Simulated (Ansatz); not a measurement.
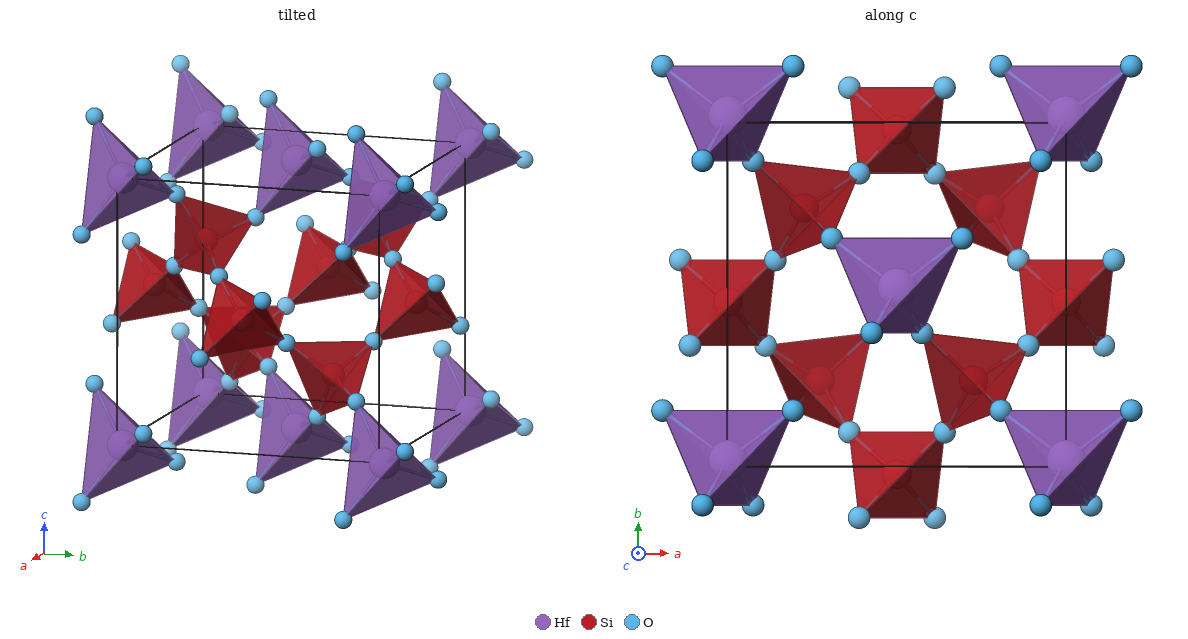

This polyhedral model is shown slightly off an axis and along the c axis. One conventional unit cell is framed, with atoms on its boundary repeated. Some atoms of the next cells are drawn as well.

HfSi3O8, space group C2 (No. 5), a = 7.531 Å, b = 7.669 Å, c = 7.592 Å, α = 90.00°, β = 90.05°, γ = 90.00°. Origin of the cell: a structure type filled with these elements by a generator (whether the compound takes this form wasn't checked). Earlier steps of the study may have refined or changed the cell and positions. A calculation with Ansatz used it as input.

This one geometry was computed with Ansatz (DFT, plane waves, PAW) at three levels of theory: PBEsol, r2SCAN and PBE.

> Which level gives the highest pressure at this volume, and what does that say about its equilibrium volume?

Highest: PBE (0.0 GPa), which points to the largest equilibrium volume. Lowest, with the smallest volume: r2SCAN (-3.4 GPa). Levels within 0.5 GPa of each other can't be told apart.

> How does the band gap change with the level of theory?

PBE: a gap of 5.11 eV, direct; PBEsol: a gap of 5.13 eV, direct; r2SCAN: a gap of 5.68 eV, direct.

> Collect the results in a table.

| level | cutoff (eV) | k-mesh of the run's cell | gap (eV) | pressure (GPa) |
| --- | --- | --- | --- | --- |
| PBEsol | 420 | 4×4×4 | 5.13 | -2.1 |
| r2SCAN | 500 | 4×4×4 | 5.68 | -3.4 |
| PBE | 420 | 4×4×4 | 5.11 | 0.0 |

Gaps are taken on the k-mesh or band path of each run.
